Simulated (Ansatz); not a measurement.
System: LiH, space group P6_3/mmc (No. 194) (cell built by us, not taken from a database).

The given structure:
```yaml
crystal:
  lattice:
    - [3.23463, 0.00000, 0.00000]
    - [-1.61731, 2.80127, 0.00000]
    - [0.00000, 0.00000, 4.04283]
  atoms:
    - { symbol: Li, position: [0.33333, 0.66667, 0.93750] }
    - { symbol: Li, position: [0.66667, 0.33333, 0.43750] }
    - { symbol: H, position: [0.33333, 0.66667, 0.43750] }
    - { symbol: H, position: [0.66667, 0.33333, 0.93750] }
```

Computed with Ansatz 0.2.0: Born effective charges by linear response at the zone centre, in units of the proton charge, Cartesian axes of the given cell; DFT, PBEsol, plane waves, PAW. Level: PBEsol, no spin polarisation.

- periodic directions: 3
- potentials: PAW
- wave cutoff: 420 eV
- k mesh: 9×9×6

Describe the result: the mean Born effective charge of each atom. The cases: Li 1; Li 2; H 1; H 2.

All are equal in size, 0.86 e, and the charges add up to 0.00 e. Li 1, Li 2, H 1 and H 2 are equally anisotropic; for Li 1: its diagonal components run from 0.77 to 1.05 e.

```json
{"atom": "Li 1", "mean Born effective charge (e)": "0.86", "Born charge xx (e)": "0.773", "Born charge zz (e)": "1.048"}
{"atom": "Li 2", "mean Born effective charge (e)": "0.86", "Born charge xx (e)": "0.773", "Born charge zz (e)": "1.048"}
{"atom": "H 1", "mean Born effective charge (e)": "-0.86", "Born charge xx (e)": "-0.773", "Born charge zz (e)": "-1.048"}
{"atom": "H 2", "mean Born effective charge (e)": "-0.86", "Born charge xx (e)": "-0.773", "Born charge zz (e)": "-1.048"}
```

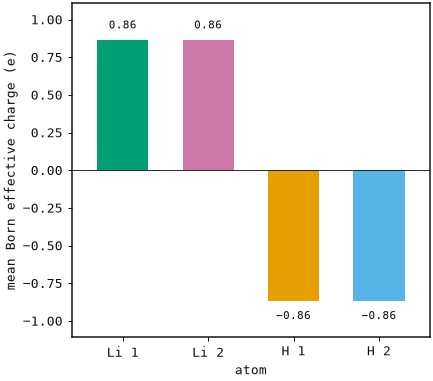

Limits of the calculation: field response not settled on the k mesh; structure snapped to symmetry.
